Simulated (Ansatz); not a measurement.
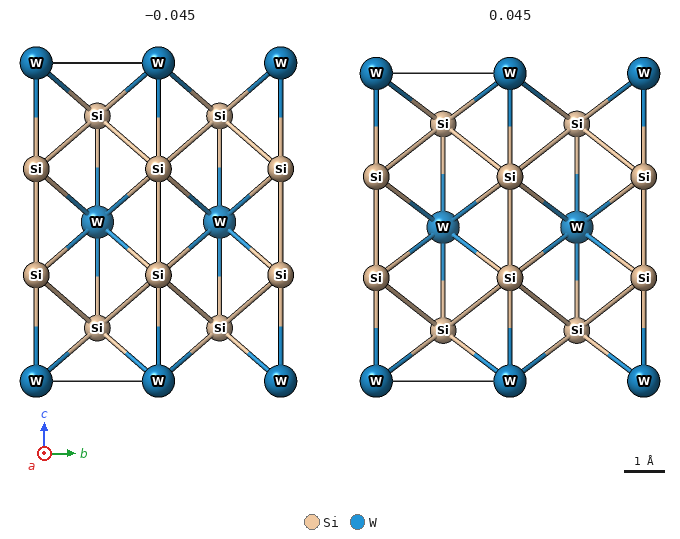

Crystalline Si₂W (set up in I4/mmm), under biaxial strain in the a–b plane (c and atoms relaxed), with energies (extrapolated to zero smearing) counted from the relaxed crystal, which is the row at zero. The picture shows the first and the last member. The picture is a ball-and-stick view of the cell of the calculation, repeated 1 × 2 × 1 with one cell outlined, seen along the a axis.

Computed with Ansatz 0.2.0: DFT PBE, scalar-relativistic, plane waves, PAW. (plane-wave cutoff 420 eV; k-point mesh 12 × 12 × 6; occupations gaussian; smearing width 0.1 eV; no spin polarisation; force threshold 0.008 eV/Å)

```csv
strain,energy (meV/atom),a (Å),c (Å)
−0.045,95.58,3.084,8.028
−0.03,41.03,3.132,7.966
−0.015,9.86,3.181,7.914
0.0,0.00,3.229,7.867
0.015,9.30,3.277,7.829
0.03,?,?,?
0.045,77.63,3.374,7.764
```

**One row is withheld. What does the calculation give there?**

A parabola through three neighbouring rows (0.0, 0.015, 0.045) gives, with Lagrange weights, (−0.3333)(0.00) + (1.0000)(9.30) + (0.3333)(77.63) = 35.17 meV/atom. The calculation gives 35.79 meV/atom (a = 3.326 Å, c = 7.795 Å). The estimate is 0.62 meV/atom too low. From the first member to the last: W–W 3.084 → 3.374 Å, Si–Si 2.558 → 2.730 Å, Si–W 2.559 → 2.706 Å.

The whole series:

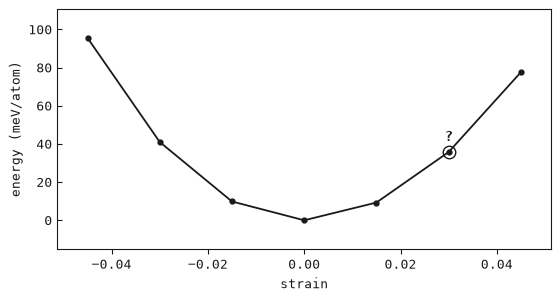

Each member starts from this one structure; whether another phase lies lower wasn't checked.
